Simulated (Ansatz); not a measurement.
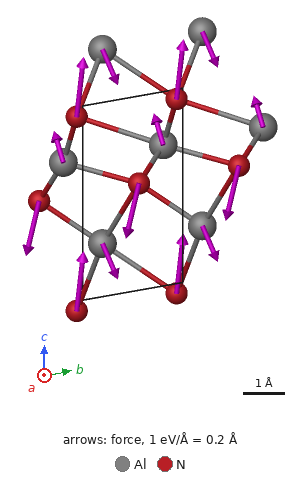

Starting geometry of solid AlN (set up in P1) with the computed forces as purple arrows. A ball-and-stick model of the cell of the calculation, reduced to other axes, seen along the a axis. Lengths and directions refer to the drawn axes.

Case: a zone-boundary wave of random shape, sigma 0.1 Å; relaxed back.

All numbers below come from Ansatz, DFT PBE, scalar-relativistic, plane waves, PAW. (plane-wave cutoff 420 eV; k-point mesh 12 × 12 × 8; occupations gaussian; smearing width 0.05 eV; no spin polarisation; cell and atoms relaxed; force threshold 0.01 eV/Å; at most 80 steps)

Q: What follows when this structure is relaxed?

A: It isn't relaxed: the largest force vector, on an N atom, is 7.76 eV/Å. The atoms end up moving mostly along the starting forces (cosine between the two patterns 0.90). After 5 accepted moves (6 points after the start) the energy has fallen by 691 meV per atom. Largest force component: 6.6 eV/Å at the start, under 0.0001 eV/Å at the end. Pressure: 27.58 GPa at the start and 0.00 GPa at the end. At 1 point the geometry stayed and the basis and grid were re-selected for the new cell (energy shift of less than 0.05 meV per atom at most each time). The largest moves, 0.32 Å, are those of N atoms. Largest moves by element: N 0.32 Å, Al 0.17 Å. The cell stays as it was. Some distances before and after: Al–N 2.347 → 2.035 Å, Al–N 1.745 → 2.035 Å, Al–N 2.323 → 2.035 Å, Al–N 1.775 → 2.035 Å. Among the angles between lasting bonds that change: Al–N–Al 160.5° → 180.0°, Al–N–Al 163.5° → 180.0°, Al–N–Al 164.0° → 180.0°. The space group (tolerance 0.01 Å) goes from P1 (No. 1) to Fm-3m (No. 225).
